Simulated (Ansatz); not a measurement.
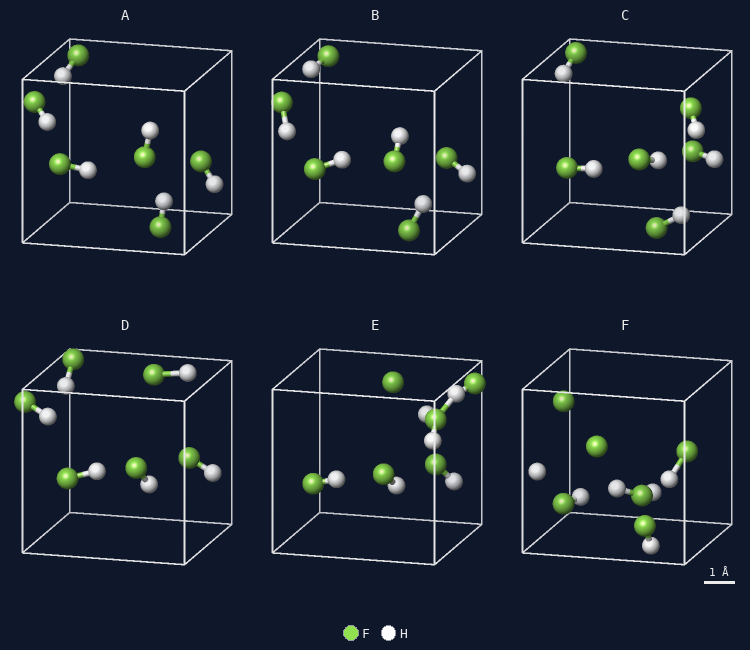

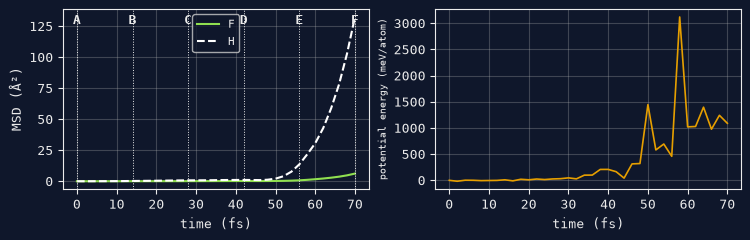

A Born-Oppenheimer molecular dynamics run of a periodic cell with 6 HF at 1.086 g/cm³, of which 70 fs are on record. It starts from the last geometry of an earlier run, with fresh velocities. Frames (A at 0 fs, B at 14 fs, C at 28 fs, D at 42 fs, E at 56 fs, F at 70 fs) and the history of the run. A ball-and-stick model of the simulation cell, seen slightly off an axis. Atoms that leave the cell re-enter on the other side.

Computed with DFT PBE, scalar-relativistic, plane waves, PAW in Ansatz 0.2.0. Run with plane-wave cutoff 420 eV; k-point mesh 1 × 1 × 1; Fermi-Dirac smearing 0.02 eV; Langevin thermostat (NVT); set temperature 1000 K; time step 2 fs; friction 0.02 per fs.

The input:
```yaml
crystal:
  lattice:
    - [5.683609, 0.0, 0.0]
    - [0.0, 5.683609, 0.0]
    - [0.0, 0.0, 5.683609]
  atoms:
    - { symbol: F, position: [0.31130205, -0.10216087, 0.39038323] }
    - { symbol: H, position: [0.32855643, -0.01361392, 0.26162749] }
    - { symbol: F, position: [-0.26710697, -0.00608826, 0.79299744] }
    - { symbol: H, position: [-0.19033974, 0.09452743, 0.6965801] }
    - { symbol: F, position: [0.90226068, 0.19966102, 0.46944706] }
    - { symbol: H, position: [0.85217546, 0.35836992, 0.43113764] }
    - { symbol: F, position: [0.34142072, 0.14935433, -0.00781803] }
    - { symbol: H, position: [0.48239327, 0.09602128, -0.10358482] }
    - { symbol: F, position: [0.80890125, 0.69579708, 0.52434704] }
    - { symbol: H, position: [0.8168082, 0.73154323, 0.69194703] }
    - { symbol: F, position: [0.34041727, 0.65624821, 0.97798998] }
    - { symbol: H, position: [0.31829065, 0.67198073, 1.13183189] }
basis:
  ecutwfc: 420.0
kpoints:
  mp_grid: { grid: [1, 1, 1] }
hamiltonian:
  xc: pbe
scf:
  occupations: { method: fermi_dirac, width: 0.02 }
  lower_state_search: "off"
  max_iter: 72
md:
  timestep: 2.0
  n_steps: 200
  ensemble: nvt_langevin
  temperature: 1000.0
  initial_velocities: maxwell_boltzmann
  seed: 239764
  friction: 0.02
```

Run as
```bash
ansatz run input.yaml --threads 1 --pin off --max-ram 3072MiB --backend cpu --events-out ev --progress --plain --runs-dir out
```

**What do the frames and curves show?**

The temperature peaks at 603583 K, at 60 fs, and is 395576 K at the end. In the second half of the run the atoms are, in the root-mean-square, this far from where they began (common drift taken out): H 5.28 Å, F 1.19 Å. The time step of 2 fs is long for the fastest vibrations here (lightest element hydrogen). The run stopped early, after 35 steps, because a step didn't converge.

Limits of the set-up: the periodic images lie only 5.7 Å apart, so the values are limited by the cell's size.

Cost: 47 s on 1 thread of Arm Neoverse V1, on a shared host, peak memory 0.29 GiB.
